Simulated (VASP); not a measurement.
System: SrO, space group Imm2, 2 atoms in the cell, zincblende type, shear (xy) strain +2.5%.

```xyz
2
Lattice="0.0349 2.7923 2.7923 2.7923 0.0349 2.7923 2.8272 2.8272 0.0000" Properties=species:S:1:pos:R:3 pbc="T T T"
Sr    0.0000    0.0000    0.0125
O     1.4136    1.4136    1.3836
```

Level of theory: DFT, PBE, plane waves, PAW, 8×8×8 k mesh, 520 eV cutoff, Fermi-Dirac smearing of 0.02 eV; code VASP 6.6.1.

What will the density of states look like?

There is a gap; over the k points computed it is 2.52 eV (indirect; the smallest direct gap is 3.33 eV). The upper group of valence states starts about 1.4 eV under the valence-band top, with a gap beneath it; it holds about 6 electrons a cell. Within the window shown, the tallest peak of the filled states lies 0.5 eV under the valence-band top, at about 7.1 states per eV and cell.

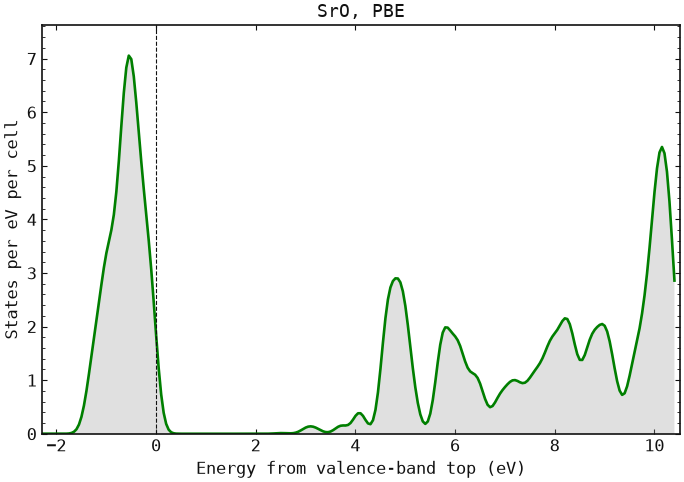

Density of states. Energies are counted from the top of the valence band. The curve is built from the levels of the k mesh with Gaussians 0.3 eV wide, which also blur the band edges.
